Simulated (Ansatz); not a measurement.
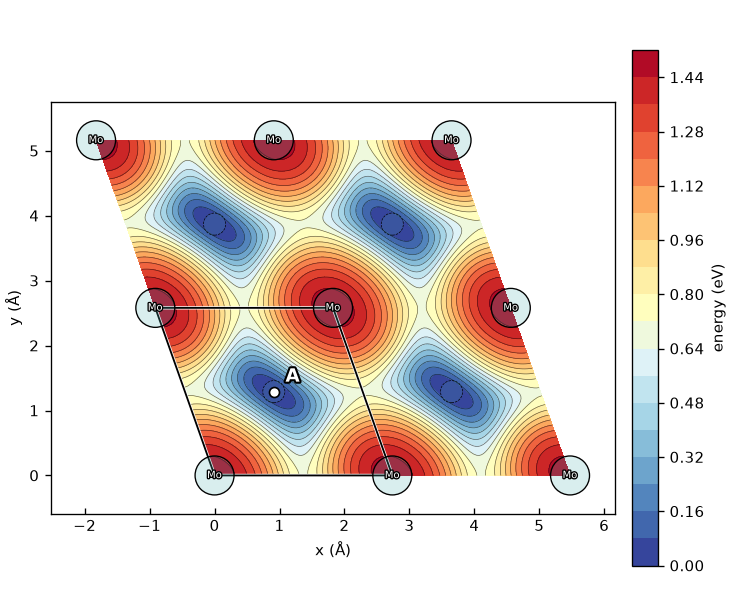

Si on a Mo(110) slab cut from the Im-3m phase, its upper half relaxed before the scan (12 atoms of substrate and one adsorbate in a 2 × 2 cell). 
- Si is moved over the surface cell; relaxed at each place: the height of the adsorbate's atoms; substrate rigid; the origin of the map has the adsorbate above Mo9.
- Places are given modulo a cell vector. The map is drawn in real space over the plane of the surface.
- The scan uses a 6 × 6 grid; 13 points were computed and 23 follow by symmetry.
- Places are given in fractions of the 1 × 1 surface cell.
- Energies: eV, counted from the lowest grid point.
- All numbers below come from DFT PBE, scalar-relativistic, plane waves, PAW (Ansatz). Settings: cutoff 420 eV, k-mesh 5×5×1, gaussian smearing 0.1 eV, no spin polarisation.

In the figure: filled contours, labelled circles for the atoms of the top layer and small ones for the second layer, the outline of one cell of the 2 × 2 shown, the point A. Between grid points the surface is interpolated.

### Find the lowest pass out of the well at A.

The easiest path leads from the well at a bridge site between two Mo atoms, over a second-layer Mo atom, (3/6, 3/6) of the cell vectors to its copy one period on. Its highest point lies about 0.71 eV above the bottom of the first well on the interpolated surface, at a bridge site between two Mo atoms, (0/6, 3/6) of the cell vectors. This is the barrier on the constrained surface; relaxing the other coordinates would change it.

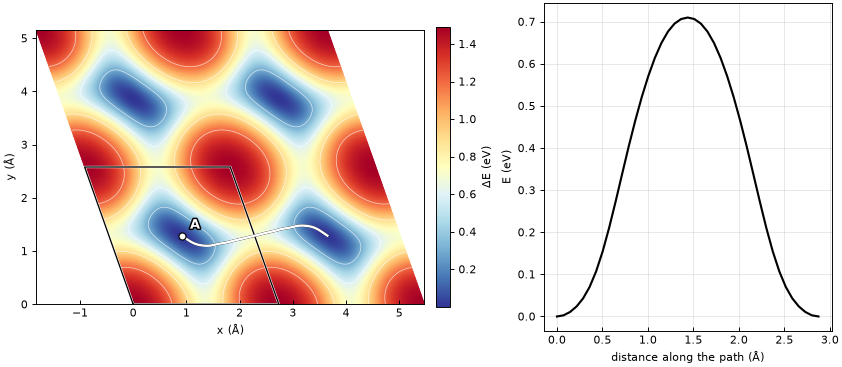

The picture shows a smooth colour map with a few white contour lines, a line along the lowest path, the outline of one cell of the 2 × 2 shown, the energy along the path at the right. Between grid points the surface is interpolated.

PAW datasets: the set soft_1.
